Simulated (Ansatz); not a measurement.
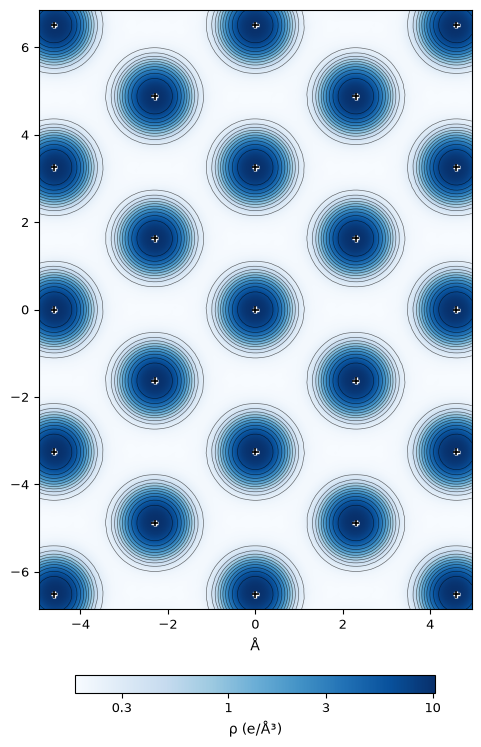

The valence pseudo-density on a plane through atoms (crosses mark nuclei in the plane).

Level of theory: DFT PBE, scalar-relativistic, plane waves, PAW in Ansatz 0.2.0.

Candidates:
A. SiO2, a = 5.11 Å, b = 5.11 Å, c = 5.59 Å, α = 90.00°, β = 90.00°, γ = 120.00°. Space group P6₂22; a structure from a database of computed crystals, not necessarily the ambient phase.
B. Ti, a = 9.21 Å, b = 9.21 Å, c = 9.21 Å, α = 60.00°, β = 60.00°, γ = 60.00°. Space group Im-3m; computed without spin polarisation.
C. SnO2, a = 4.74 Å, b = 4.74 Å, c = 3.19 Å, α = 90.00°, β = 90.00°, γ = 90.00°. Space group P4₂/mnm; computed pressure about 11 GPa in this cell.

Which candidate gave the map?

Candidate B: Ti on the (011̄) plane of the calculation cell, which holds Ti. Ti–Ti (2.82 Å): ρ at the midpoint is about 0.19 e/Å³.
